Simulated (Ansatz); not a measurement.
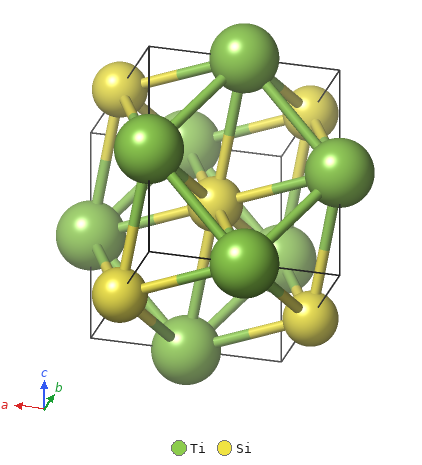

Ball-and-stick representation of a periodic structure, projected from a general direction. The lines enclose the simulation cell; boundary atoms appear with their images.

The run was set up as follows:
```yaml
crystal:
  lattice:
    - [-3.6053394504, 0.0, 0.0]
    - [0.0, 0.0, 3.7927044821]
    - [0.0, 4.132575256, 0.0]
  atoms:
    - { symbol: Ti, position: [0.0, 0.0, 0.5] }
    - { symbol: Ti, position: [0.5, 0.0, 0.0] }
    - { symbol: Si, position: [0.5, 0.5, 0.5] }
    - { symbol: Si, position: [1.0, 0.5, 0.0] }
basis:
  ecutwfc: 420
kpoints:
  mp_grid: { grid: [10, 10, 8] }
hamiltonian:
  xc: pbesol
scf:
  occupations: { method: gaussian, width: 0.15 }
output:
  forces: true
  stress: true
  eigenvalues: true
  write_density: true
  write_potential: true
  elf: true
  volumetric_format: npy
```
Run as:
```sh
ansatz run input.yaml --threads 1 --pin off --max-ram 2560MiB --backend cpu --events-out ev --progress --plain --runs-dir out
```

Results below were computed with DFT PBEsol, scalar-relativistic, plane waves, PAW in Ansatz 0.2.0; the settings were plane waves up to 420 eV, a 10×10×8 sampling of the Brillouin zone, Gaussian smearing of 0.15 eV, no spin polarisation.

**Metal or not?**

A metal: bands cross the Fermi level.

**What pressure does the calculation give for this cell?**

The computed pressure is 0.0 GPa, close to zero.

Source of the structure: a structure listed in the Materials Project. Earlier steps of the study may have refined or changed the cell and positions. An electronic-structure calculation with Ansatz was run on it.
